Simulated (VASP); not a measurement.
**C: geometry relaxation (part 1 of 3)**

- system: C (P6₃/mmc, 12 atoms in the cell)
- method: Kohn-Sham DFT of a periodic cell, BLYP with D3(BJ), VASP PAW PBE potentials, recommended, no spin polarisation (VASP 6.6.1)

The structure derives from an entry of the Crystallography Open Database.

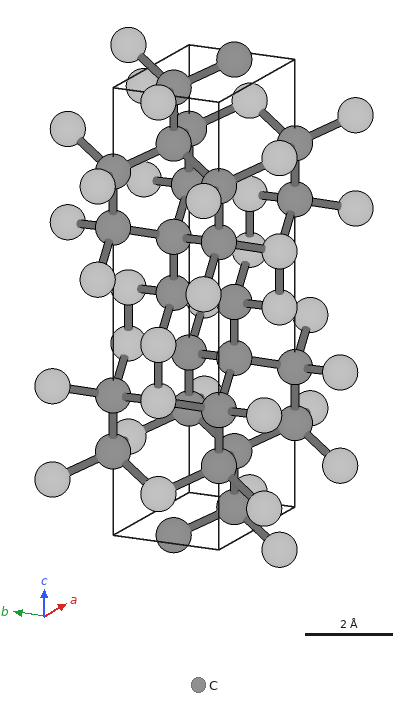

*The input geometry (ball-and-stick view of the cell of the calculation, seen at an oblique angle; neighbours outside the cell are drawn fainter).*

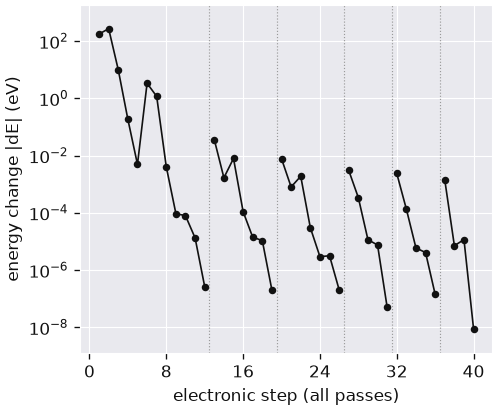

*Convergence of the self-consistent field: energy change |dE| against the electronic step. Each stretch between dotted lines is the SCF of one geometry step of a relaxation.*

The 6 ionic steps take 4 to 12 electronic steps each. The density is held fixed in the first few steps, and dE rises again when its update begins.

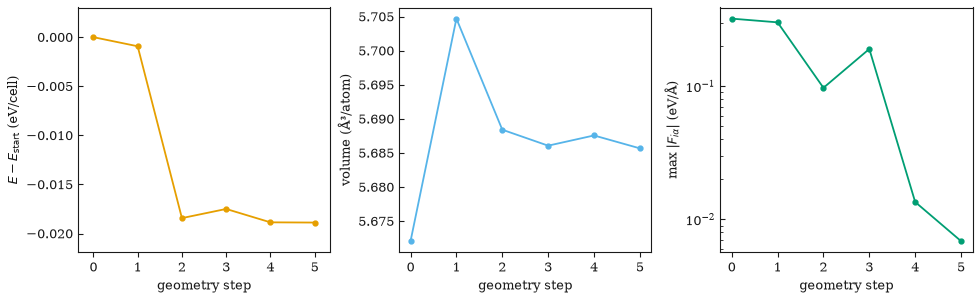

*Progress of the relaxation, step by step (steps are counted from 0).*

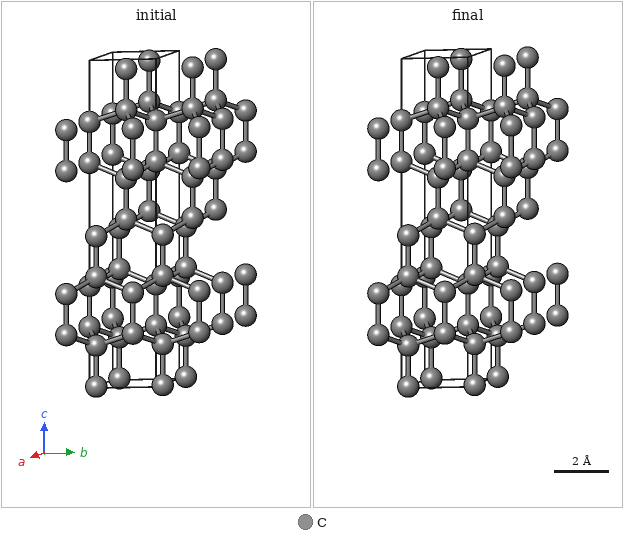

*Before (left) and after (right) the relaxation, at one scale (ball-and-stick view of the cell of the calculation, repeated 2 × 2 × 1, seen slightly off an axis).*

Over 5 geometry steps the energy falls by 18.9 meV per cell of the calculation. The largest force component goes from 0.32 to 0.0069 eV/Å. The largest moves relative to the cell, 0.009 Å, are those of C1, C2, C3 and C4. The drawn cell changes as follows: a = b 2.522 → 2.519 Å (−0.1 %), c 12.356 → 12.419 Å (+0.5 %); the volume changes by +0.2 %. Distances before and after: C10–C12 1.544 → 1.569 Å. The space group stays P6_3/mmc (No. 194). (Atoms are counted from 1 in the order of the input.)

The input and output of the run follow.

INCAR:
```
PREC     = Accurate       # precision mode
ENCUT    = 600            # plane-wave cutoff, eV
EDIFF    = 1E-6           # SCF threshold, eV
ISMEAR   = -1             # smearing method
SIGMA    = 0.05           # smearing width, eV
LREAL    = False          # projectors in reciprocal space
LASPH    = True           # aspherical terms in the spheres
NELM     = 60             # most SCF steps
ALGO     = Normal         # electronic algorithm
ISIF     = 3              # what is computed and relaxed
LWAVE    = False          # write WAVECAR
LCHARG   = False          # write CHGCAR
GGA      = B5             # functional
ALDAX    = 1.0          
AGGAX    = 1.0          
AGGAC    = 1.0          
ALDAC    = 0.0          
IVDW     = 12             # dispersion correction
VDW_S6   = 1.0          
VDW_S8   = 2.6996       
VDW_A1   = 0.4298       
VDW_A2   = 4.2359       
IBRION   = 2              # ionic algorithm
NSW      = 40             # ionic steps
EDIFFG   = -0.01          # ionic threshold
```

KPOINTS:
```
Automatic mesh
0
Gamma
  12 12 3
```

POSCAR:
```
C
1.0
    2.5221000000      0.0000000000      0.0000000000
   -1.2610500000      2.1842026709      0.0000000000
    0.0000000000      0.0000000000     12.3557000000
C
12
Direct
    0.6666666667      0.3333333333      0.3541700000
    0.3333333333      0.6666666667      0.8541700000
    0.6666666667      0.3333333333      0.1458300000
    0.3333333333      0.6666666667      0.6458300000
    0.6666666667      0.3333333333      0.4791700000
    0.3333333333      0.6666666667      0.9791700000
    0.6666666667      0.3333333333      0.0208300000
    0.3333333333      0.6666666667      0.5208300000
    0.0000000000      0.0000000000      0.8125000000
    0.0000000000      0.0000000000      0.3125000000
    0.0000000000      0.0000000000      0.6875000000
    0.0000000000      0.0000000000      0.1875000000
```

Command:
```bash
cat potpaw_PBE.64/C/POTCAR > POTCAR
mpirun -np 1 vasp_std > vasp.out
```

OSZICAR:
```
N       E                     dE             d eps       ncg     rms          rms(c)
DAV:   1     0.175831480315E+03    0.17583E+03   -0.28714E+04  2356   0.171E+03
DAV:   2    -0.946636809560E+02   -0.27050E+03   -0.25822E+03  3185   0.294E+02
DAV:   3    -0.104536796521E+03   -0.98731E+01   -0.98037E+01  2904   0.557E+01
DAV:   4    -0.104720803750E+03   -0.18401E+00   -0.18324E+00  2976   0.774E+00
DAV:   5    -0.104725699615E+03   -0.48959E-02   -0.48923E-02  2870   0.121E+00    0.138E+01
DAV:   6    -0.101381704910E+03    0.33440E+01   -0.25742E+00  2853   0.865E+00    0.810E+00
DAV:   7    -0.100218443726E+03    0.11633E+01   -0.34741E+00  2608   0.101E+01    0.180E+00
DAV:   8    -0.100222474871E+03   -0.40311E-02   -0.76806E-02  2896   0.155E+00    0.103E-01
DAV:   9    -0.100222381062E+03    0.93809E-04   -0.18707E-03  2777   0.255E-01    0.434E-02
DAV:  10    -0.100222459726E+03   -0.78663E-04   -0.15449E-04  2896   0.812E-02    0.222E-02
DAV:  11    -0.100222446508E+03    0.13218E-04   -0.35895E-05  2846   0.334E-02    0.304E-03
DAV:  12    -0.100222446245E+03    0.26240E-06   -0.15234E-06  2072   0.780E-03
   1 F= -.10464936E+03 E0= -.10464936E+03  d E =-.104649E+03
       N       E                     dE             d eps       ncg     rms          rms(c)
DAV:   1    -0.100258236794E+03   -0.35790E-01   -0.67345E+00  2531   0.161E+01    0.869E-01
DAV:   2    -0.100256566037E+03    0.16708E-02   -0.15515E-01  2896   0.234E+00    0.578E-01
DAV:   3    -0.100248668215E+03    0.78978E-02   -0.16813E-02  2922   0.928E-01    0.149E-01
DAV:   4    -0.100248558549E+03    0.10967E-03   -0.43329E-03  2893   0.379E-01    0.829E-02
DAV:   5    -0.100248544523E+03    0.14026E-04   -0.29918E-04  3050   0.103E-01    0.382E-02
DAV:   6    -0.100248533860E+03    0.10663E-04   -0.48658E-05  2931   0.464E-02    0.139E-02
DAV:   7    -0.100248533662E+03    0.19769E-06   -0.99944E-06  3000   0.187E-02
   2 F= -.10465028E+03 E0= -.10465028E+03  d E =-.926107E-03
       N       E                     dE             d eps       ncg     rms          rms(c)
DAV:   1    -0.100256249028E+03   -0.77152E-02   -0.16807E+00  2545   0.801E+00    0.452E-01
DAV:   2    -0.100255451642E+03    0.79739E-03   -0.37376E-02  2896   0.117E+00    0.283E-01
DAV:   3    -0.100253565125E+03    0.18865E-02   -0.40302E-03  2922   0.460E-01    0.746E-02
DAV:   4    -0.100253534972E+03    0.30153E-04   -0.10721E-03  2908   0.189E-01    0.367E-02
DAV:   5    -0.100253532045E+03    0.29275E-05   -0.70688E-05  3136   0.506E-02    0.165E-02
DAV:   6    -0.100253528902E+03    0.31429E-05   -0.14801E-05  2957   0.271E-02    0.516E-03
DAV:   7    -0.100253529106E+03   -0.20394E-06   -0.25086E-06  2244   0.920E-03
   3 F= -.10466779E+03 E0= -.10466779E+03  d E =-.184297E-01
       N       E                     dE             d eps       ncg     rms          rms(c)
DAV:   1    -0.100250509377E+03    0.30195E-02   -0.20736E-01  2377   0.308E+00    0.853E-02
DAV:   2    -0.100250846948E+03   -0.33757E-03   -0.39581E-03  3128   0.380E-01    0.529E-02
DAV:   3    -0.100250835508E+03    0.11440E-04   -0.89668E-05  2961   0.677E-02    0.355E-02
DAV:   4    -0.100250828023E+03    0.74852E-05   -0.70297E-05  2977   0.596E-02    0.817E-03
DAV:   5    -0.100250827973E+03    0.49838E-07   -0.72981E-06  2895   0.181E-02
   4 F= -.10466685E+03 E0= -.10466685E+03  d E =0.932060E-03
       N       E                     dE             d eps       ncg     rms          rms(c)
DAV:   1    -0.100253198002E+03   -0.23700E-02   -0.84830E-02  2384   0.197E+00    0.512E-02
DAV:   2    -0.100253332449E+03   -0.13445E-03   -0.15488E-03  3104   0.237E-01    0.346E-02
DAV:   3    -0.100253326561E+03    0.58875E-05   -0.32491E-05  2939   0.413E-02    0.236E-02
DAV:   4    -0.100253322489E+03    0.40723E-05   -0.31605E-05  2970   0.400E-02    0.536E-03
DAV:   5    -0.100253322348E+03    0.14076E-06   -0.32476E-06  2383   0.124E-02
   5 F= -.10466822E+03 E0= -.10466822E+03  d E =-.430183E-03
       N       E                     dE             d eps       ncg     rms          rms(c)
DAV:   1    -0.100251918917E+03    0.14036E-02   -0.74746E-03  2678   0.542E-01    0.343E-02
DAV:   2    -0.100251911830E+03    0.70863E-05   -0.18962E-04  2867   0.859E-02    0.222E-02
DAV:   3    -0.100251900340E+03    0.11491E-04   -0.25726E-05  2910   0.366E-02    0.495E-03
DAV:   4    -0.100251900331E+03    0.86948E-08   -0.61189E-06  2670   0.144E-02
   6 F= -.10466824E+03 E0= -.10466824E+03  d E =-.229220E-04
```

Parts of OUTCAR:
```
PREC = Accurate
   ENCUT = 600
   EDIFF = 1E-6
   ISMEAR = -1
   LREAL = False
   LASPH = True
   NELM = 60
   ISIF = 3
   GGA = B5
   IVDW = 12
   VDW_S6 = 1.0
   VDW_S8 = 2.6996
   VDW_A1 = 0.4298
   VDW_A2 = 4.2359
   IBRION = 2
   NSW = 40
   EDIFFG = -0.01
     VDW_S6 = 1
     VDW_S8 = 2.7
     VDW_A1 = 0.43
     VDW_A2 = 4.236
 IVDW          = 12
 VDW_S6        =  1.00000000  s6, scaling of the dipole-dipole dispersion
 VDW_S8        =  2.69960000  s8, scaling of the dipole-quadrupole dispersion
 VDW_A1        =  0.42980000  a1, scaling of the critical radii
 VDW_A2        =  4.23590000  a2, offset of the critical radii
 VDW_RADIUS    = 50.20216178  two-body interaction cutoff (in Angstroms)
 VDW_CNRADIUS  = 21.16708996  CN, coordination number cutoff (in Angstroms)

 ion  position               nearest neighbor table
   1  0.667  0.333  0.354-   5 1.54  10 1.54  10 1.54  10 1.54
   2  0.333  0.667  0.854-   6 1.54   9 1.54   9 1.54   9 1.54
   3  0.667  0.333  0.146-   7 1.54  12 1.54  12 1.54  12 1.54
   4  0.333  0.667  0.646-   8 1.54  11 1.54  11 1.54  11 1.54
   5  0.667  0.333  0.479-   8 1.54   8 1.54   8 1.54   1 1.54
   6  0.333  0.667  0.979-   7 1.54   7 1.54   7 1.54   2 1.54
   7  0.667  0.333  0.021-   6 1.54   6 1.54   6 1.54   3 1.54
   8  0.333  0.667  0.521-   5 1.54   5 1.54   5 1.54   4 1.54
   9  0.000  0.000  0.812-  11 1.54   2 1.54   2 1.54   2 1.54
  10  0.000  0.000  0.312-  12 1.54   1 1.54   1 1.54   1 1.54
  11  0.000  0.000  0.688-   9 1.54   4 1.54   4 1.54   4 1.54
  12  0.000  0.000  0.188-  10 1.54   3 1.54   3 1.54   3 1.54

  LATTYP: Found a hexagonal cell.
 ALAT       =     2.5221000000
 C/A-ratio  =     4.8989730780

  Lattice vectors:

 A1 = (   2.5221000000,   0.0000000000,   0.0000000000)
 A2 = (  -1.2610500000,   2.1842026709,   0.0000000000)
 A3 = (   0.0000000000,   0.0000000000,  12.3557000000)

Analysis of symmetry for initial positions (statically):
=====================================================================
 Subroutine PRICEL returns:
 Original cell was already a primitive cell.

 Routine SETGRP: Setting up the symmetry group for a
 hexagonal supercell.

 Subroutine GETGRP returns: Found 24 space group operations
 (whereof 12 operations were pure point group operations)
 out of a pool of 24 trial point group operations.

The static configuration has the point symmetry D_3d.
 The point group associated with its full space group is D_6h.

Analysis of symmetry for dynamics (positions and initial velocities):
=====================================================================
 Subroutine PRICEL returns:
 Original cell was already a primitive cell.

 Routine SETGRP: Setting up the symmetry group for a
 hexagonal supercell.

 Subroutine GETGRP returns: Found 24 space group operations
 (whereof 12 operations were pure point group operations)
 out of a pool of 24 trial point group operations.

The dynamic configuration has the point symmetry D_3d.
 The point group associated with its full space group is D_6h.

 Subroutine INISYM returns: Found 24 space group operations
 (whereof 12 operations are pure point group operations),
 and found     1 'primitive' translations

----------------------------------------------------------------------------------------

                                     Primitive cell

  volume of cell :      68.0648

  direct lattice vectors                    reciprocal lattice vectors
     2.522100000  0.000000000  0.000000000     0.396494984  0.228916486  0.000000000
    -1.261050000  2.184202671  0.000000000     0.000000000  0.457832972  0.000000000
     0.000000000  0.000000000 12.355700000     0.000000000  0.000000000  0.080934306

  length of vectors
     2.522100000  2.522100000 12.355700000     0.457832972  0.457832972  0.080934306

  position of ions in fractional coordinates (direct lattice)
     0.666666667  0.333333333  0.354170000
     0.333333333  0.666666667  0.854170000
     0.666666667  0.333333333  0.145830000
     0.333333333  0.666666667  0.645830000
     0.666666667  0.333333333  0.479170000
     0.333333333  0.666666667  0.979170000
     0.666666667  0.333333333  0.020830000
     0.333333333  0.666666667  0.520830000
     0.000000000  0.000000000  0.812500000
     0.000000000  0.000000000  0.312500000
     0.000000000  0.000000000  0.687500000
     0.000000000  0.000000000  0.187500000

  ion indices of the primitive-cell ions
   primitive index   ion index
                 1           1
                 2           2
                 3           3
                 4           4
                 5           5
                 6           6
                 7           7
                 8           8
                 9           9
                10          10
                11          11
                12          12

----------------------------------------------------------------------------------------

 KPOINTS: Automatic mesh

Automatic generation of k-mesh.
 Grid dimensions read from file:
 generate k-points for:   12   12    3

 Generating k-lattice:

  Cartesian coordinates                     Fractional coordinates (reciprocal lattice)
     0.033041249  0.019076374  0.000000000     0.083333333  0.000000000  0.000000000
     0.000000000  0.038152748  0.000000000     0.000000000  0.083333333  0.000000000
     0.000000000  0.000000000  0.026978102     0.000000000  0.000000000  0.333333333

  Length of vectors
     0.038152748  0.038152748  0.026978102

  Shift w.r.t. Gamma in fractional coordinates (k-lattice)
     0.000000000  0.000000000  0.000000000

 Subroutine IBZKPT returns following result:
 ===========================================

 Found     38 irreducible k-points:

 Following reciprocal coordinates:
            Coordinates               Weight
  0.000000  0.000000  0.000000      1.000000
  0.083333  0.000000  0.000000      6.000000
  0.166667  0.000000  0.000000      6.000000
  0.250000  0.000000  0.000000      6.000000
  0.333333  0.000000  0.000000      6.000000
  0.416667  0.000000  0.000000      6.000000
  0.500000  0.000000  0.000000      3.000000
  0.083333  0.083333  0.000000      6.000000
  0.166667  0.083333  0.000000     12.000000
  0.250000  0.083333  0.000000     12.000000
  0.333333  0.083333  0.000000     12.000000
  0.416667  0.083333  0.000000     12.000000
  0.166667  0.166667  0.000000      6.000000
  0.250000  0.166667  0.000000     12.000000
  0.333333  0.166667  0.000000     12.000000
  0.416667  0.166667  0.000000      6.000000
  0.250000  0.250000  0.000000      6.000000
  0.333333  0.250000  0.000000     12.000000
  0.333333  0.333333  0.000000      2.000000
  0.000000  0.000000  0.333333      2.000000
  0.083333  0.000000  0.333333     12.000000
  0.166667  0.000000  0.333333     12.000000
  0.250000  0.000000  0.333333     12.000000
  0.333333  0.000000  0.333333     12.000000
 [... further k-points ...]
```
